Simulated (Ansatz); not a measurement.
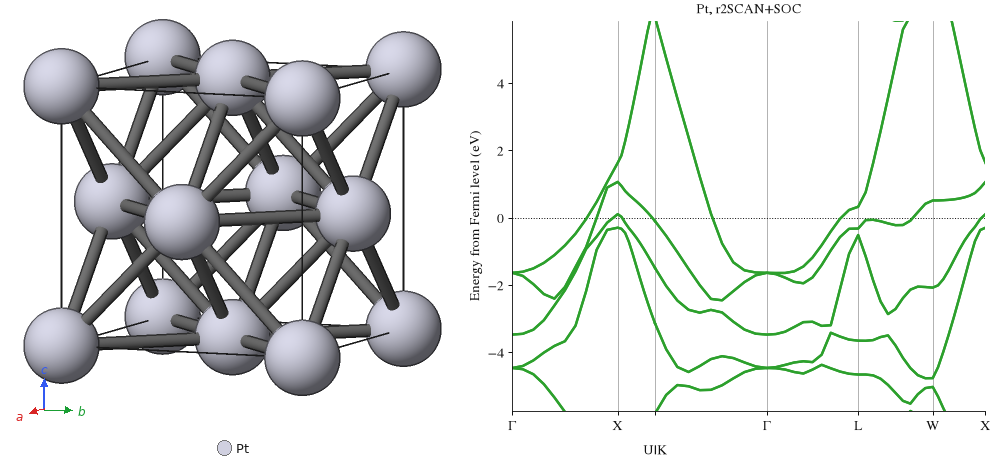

Band structure of Pt, space group Fm-3m, 1 atom in the cell, fcc type, beside the structure. Level of theory: DFT r2SCAN, spin-orbit coupling, plane waves, PAW, 12×12×12 k mesh; code Ansatz. Energies are counted from the Fermi level.

A metal: 6 spinor bands cross the Fermi level along this path (the two partners of a degenerate pair count as two). Bands cross the Fermi level on every line of the path. At W the nearest levels lie 2.08 eV below and 0.52 eV above the Fermi level.
